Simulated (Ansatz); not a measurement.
PbS

The calculation's input:

```
crystal:
  lattice:
    - [4.9824806034, 0.0, 0.0]
    - [-2.4912403017, 4.3149547764, 0.0]
    - [0.0, 0.0, 8.4713471945]
  atoms:
    - { symbol: Pb, position: [0.1584747262, 0.8415252738, 0.6666666667] }
    - { symbol: Pb, position: [0.1584747262, 0.3169494523, 0.3333333333] }
    - { symbol: Pb, position: [0.6830505477, 0.8415252738, 0.0] }
    - { symbol: S, position: [0.834326638, 0.165673362, 0.6666666667] }
    - { symbol: S, position: [0.834326638, 0.6686532761, 0.3333333333] }
    - { symbol: S, position: [0.3313467239, 0.165673362, 0.0] }
basis:
  ecutwfc: 420
kpoints:
  mp_grid: { grid: [12, 12, 4] }
hamiltonian:
  xc: pbe
scf:
  occupations: { method: gaussian, width: 0.01 }
output:
  forces: true
  stress: true
  eigenvalues: true
  write_density: true
  write_potential: true
  elf: true
  volumetric_format: npy
relax:
  adjacent_minimum: "off"
  f_tol: 0.01
  max_steps: 80
  cell: { stress_tol: 0.05 }
```

Command:

```sh
ansatz run input.yaml --threads 1 --pin off --max-ram 2560MiB --backend cpu --events-out ev --progress --plain --runs-dir out
```

Below, planes, directions and counts refer to the conventional cell (a = 4.98 Å, b = 4.98 Å, c = 8.50 Å, α = 90.00°, β = 90.00°, γ = 120.00°).

The fields are those of the relaxed geometry.

Space group P3₂12; a structure generated by program, which may or may not match a known phase.

The calculation used DFT PBE, scalar-relativistic, plane waves, PAW in Ansatz 0.2.0.

In a PAW calculation such maps are meaningful between the atoms, not at the nuclei.

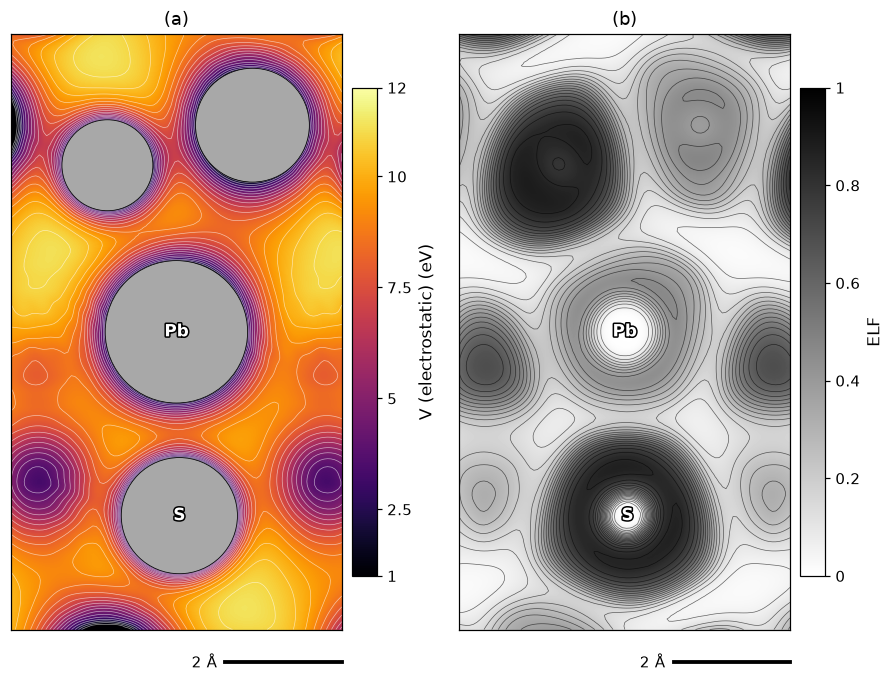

Figure 1. (a) electrostatic potential (local pseudopotential plus Hartree) felt by an electron; (b) electron localisation function on the (101) plane of the conventional cell. Grey discs cover the atomic cores in the potential map.

**What do the fields say about this system?**

Atoms in the plane: Pb and S. Atoms just off the plane (Pb, 0.7 Å away and S, 0.6 Å away) can leave unmarked features too. Pb–S (3.16 Å): the ELF peaks at about 0.85 in the valence shell of S, 0.8 Å from its nucleus, and drops to about 0.20 between the two atoms. Outside the cores the potential energy rises away from the atoms and is highest about 2.0 Å from the nearest atoms; its zero is arbitrary.

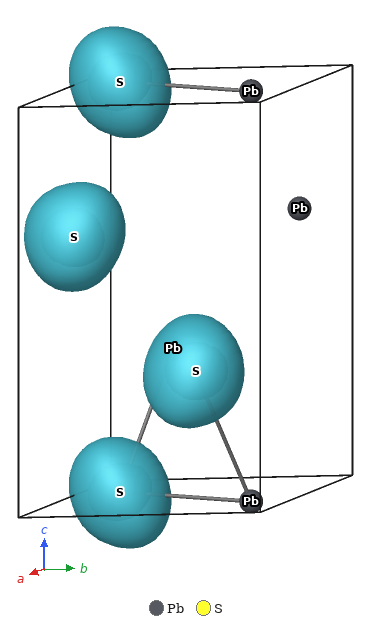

Figure 2. Isosurface of the electron localisation function at 0.8 (cyan), seen slightly off an axis. Core shells and regions of very low density are left out. Sticks mark near contacts.

**Identify the bonds, lone pairs and shells in this picture.**

The surface consists of three regions wrapped around S (the valence shell of each), counted in one cell of 6 atoms. Regions shared between cells count once. Profiles from the grid: Pb–S (2.80 Å): the ELF peaks at about 0.85 in the valence shell of S, 0.8 Å from its nucleus, and drops to about 0.25 between the two atoms. Pb–S (2.92 Å): the ELF peaks at about 0.85 in the valence shell of S, 0.8 Å from its nucleus, and drops to about 0.25 between the two atoms.
